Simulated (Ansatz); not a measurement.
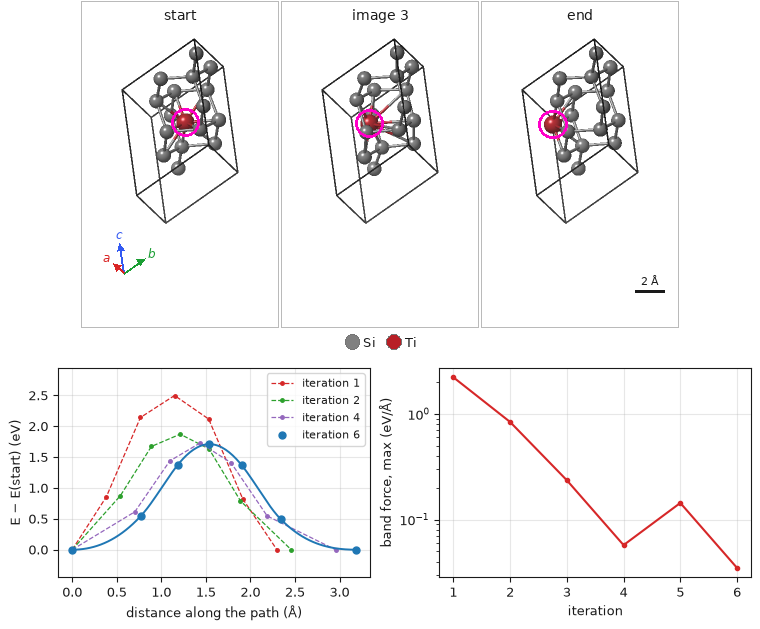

NEB run on Si with an interstitial Ti (17 atoms in the cell). Images are numbered from 0 (start) to 6 (end). The plot follows the band through its iterations. The picture is a ball-and-stick view of the reduced simulation cell (origin moved), seen from a free direction. The moving atom is ringed, with any periodic copies. Lengths and directions refer to the drawn axes. Bonds to atoms that aren't drawn are left out.

Computed with DFT PBE, scalar-relativistic, plane waves, PAW in Ansatz. Set-up: plane-wave cutoff 420 eV; k-point mesh 2 × 2 × 2; Gaussian smearing 0.02 eV; 5 movable images; climbing image; force threshold 0.05 eV/Å; iteration limit 41; starting path by straight interpolation.

How did the profile develop, and is the result final?

The run is converged, with reservations. The band converged in 6 iterations. The largest component of the band force went from 2.2 to 0.035 eV/Å. The climbing image converged on the top of the path. A check of its curvatures didn't confirm a first-order saddle. The first iteration put the highest image at 2.50 eV. The two ends have the same energy, and the highest point, image 3, lies 1.71 eV above the start.

Limits of the set-up: the k-point mesh is coarse for a cell with partly filled bands; the periodic images lie only 7.7 Å apart, so the values are limited by the cell's size.

PAW datasets: the set soft_1.
